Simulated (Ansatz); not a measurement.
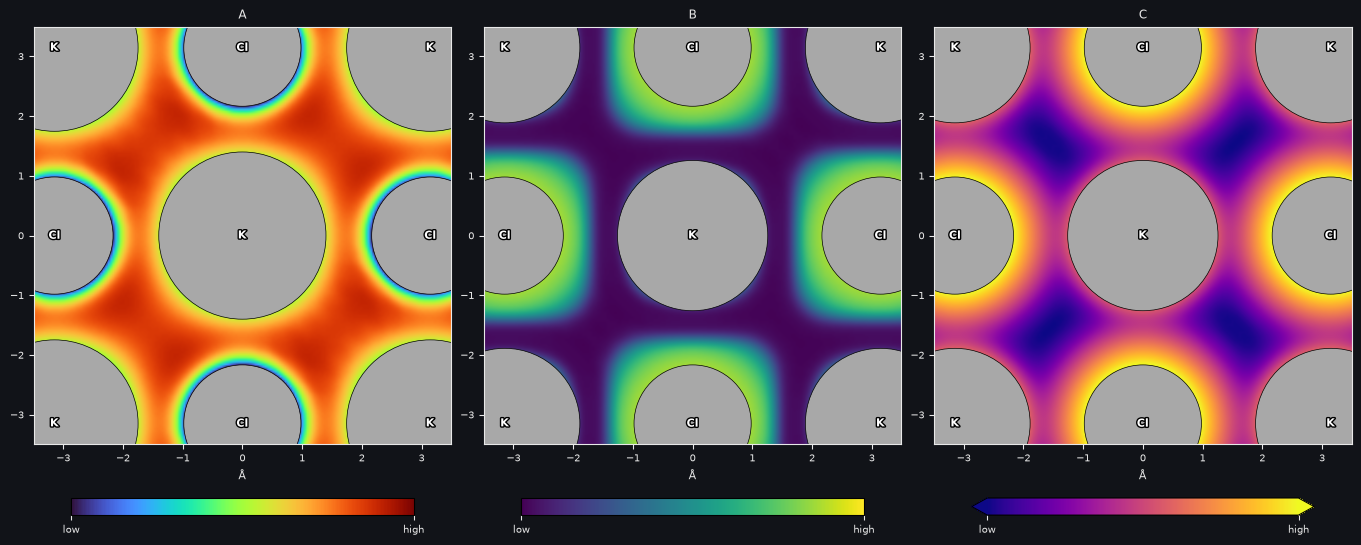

KCl: 3 fields on the (001) plane of the conventional cell, with unlabelled colour scales. Grey discs cover the atomic cores.

Space group Fm-3m.

Theory: Ansatz 0.2.0, DFT r2SCAN, scalar-relativistic, plane waves, PAW.

> Which field does each panel show? The fields are: electron localisation function, electrostatic potential energy of an electron and valence pseudo-density.

Panel A: electrostatic potential energy of an electron (low next to the atoms, rising into the space between them). Panel B: electron localisation function. Panel C: valence pseudo-density. From the grid: K–Cl (3.15 Å): the density is about 0.09 e/Å³ at the midpoint; the ELF is about 0.05 at the midpoint: a largely ionic contact.
